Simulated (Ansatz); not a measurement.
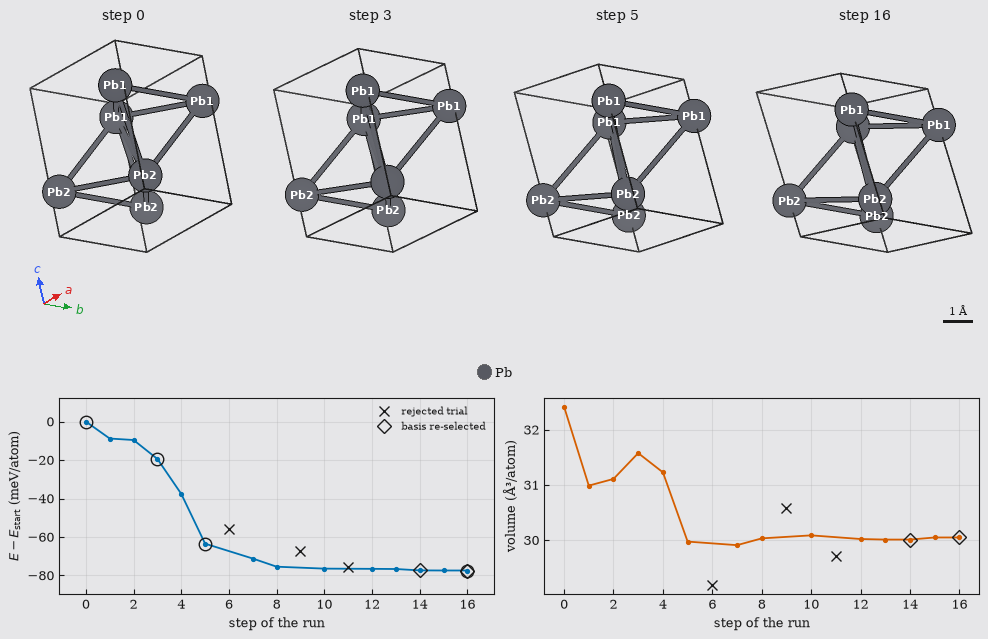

Frames of a relaxation of a crystal of Pb (set up in C2/m), marked on the history of the run. Style: ball-and-stick. Shown: the conventional cell (2 times the calculation's cell), from a free direction. Lengths and directions refer to the drawn axes.

The run lets cell and atoms move.

Level of theory: Kohn-Sham DFT of a periodic cell, PBEsol, Ansatz PAW in Ansatz.

Input file:
```yaml
crystal:
  lattice:
    - [3.0386068135, -1.75031996, 0.0]
    - [3.0386068135, 1.75031996, 0.0]
    - [-2.1154626375, 0.0, 6.0952248674]
  atoms:
    - { symbol: Pb, position: [0.90850841, 0.90850841, 0.7262922] }
    - { symbol: Pb, position: [0.09149159, 0.09149159, 0.2737078] }
hamiltonian:
  xc: pbesol
  pseudopotentials: { kind: paw }
kpoints:
  mp_grid: { grid: [9, 9, 5] }
scf:
  occupations: { method: fermi_dirac, width: 0.05 }
output:
  forces: true
  stress: true
  eigenvalues: true
relax:
  f_tol: 0.01
  max_steps: 40
  cell: { stress_tol: 0.05 }
```

Command:
```bash
ansatz run input.yaml --threads 2 --pin off --max-ram 5632MiB --backend cpu --events-out ev --progress --plain --runs-dir out
```

**Describe the path.**

The energy falls by 77.4 meV per atom in 11 accepted moves (16 points after the start). The largest force component goes from 0.13 to 0.00052 eV/Å. Pressure: −1.78 GPa at the start and 0.00 GPa at the end. The line search rejected the trial steps at points 6, 9, 11 of the run. The SCF was repeated twice at an unchanged geometry on a basis and grid sized afresh for the cell, which shifted the energy by 0.7 meV per atom at most. The largest moves relative to the cell, 0.48 Å, are those of Pb1 and Pb2. Pb1 goes along [3 0 1]. The volume changes by −7.3 %, with a 6.077 → 6.127 Å (+0.8 %), b 3.501 → 3.495 Å (−0.2 %), c 6.452 → 7.014 Å (+8.7 %), β 109.1° → 126.8°. Some distances before and after: Pb1–Pb2 4.812 → 3.443 Å, Pb1–Pb2 (another image) 3.337 → 3.506 Å, Pb1–Pb2 (another image) 3.449 → 3.507 Å, Pb1–Pb2 (another image) 3.408 → 3.443 Å. The space group stays C2/m (No. 12). From step 0 to 3: Pb atoms move most (0.24 Å), volume −2.6 %, energy −19.4 meV per atom. From step 3 to 5: Pb atoms move most (0.29 Å), volume −5.1 %, energy −44.0 meV per atom. From step 5 to 16: Pb atoms move most (0.05 Å), volume +0.2 %, energy −14.0 meV per atom.

| step | E − E(0), meV/atom | largest force component, eV/Å | pressure, GPa | volume, Å³/atom | note |
| --- | --- | --- | --- | --- | --- |
| 0 | 0.00 | 0.1342 | -1.78 | 32.418 |  |
| 1 | -8.82 | 0.0337 | 0.27 | 30.988 |  |
| 2 | -9.58 | 0.0195 | 0.04 | 31.109 |  |
| 3 | -19.44 | 0.0132 | -0.94 | 31.577 |  |
| 4 | -37.59 | 0.2004 | -1.08 | 31.228 |  |
| 5 | -63.48 | 0.1291 | 0.14 | 29.975 |  |
| 6 | -55.92 | 0.2439 | 1.81 | 29.181 | rejected |
| 7 | -71.22 | 0.0284 | 0.27 | 29.910 |  |
| 8 | -75.45 | 0.0090 | 0.12 | 30.033 |  |
| 9 | -67.52 | 0.0983 | -0.81 | 30.577 | rejected |
| 10 | -76.46 | 0.0026 | -0.12 | 30.087 |  |
| 11 | -75.38 | 0.0423 | 0.51 | 29.716 | rejected |
| 12 | -76.57 | 0.0005 | 0.01 | 30.021 |  |
| 13 | -76.65 | 0.0044 | 0.01 | 30.011 |  |
| 14 | -77.38 | 0.0044 | 0.07 | 30.011 | same geometry, new basis |
| 15 | -77.43 | 0.0005 | 0.00 | 30.049 |  |
| 16 | -77.43 | 0.0005 | 0.00 | 30.049 | same geometry, new basis |
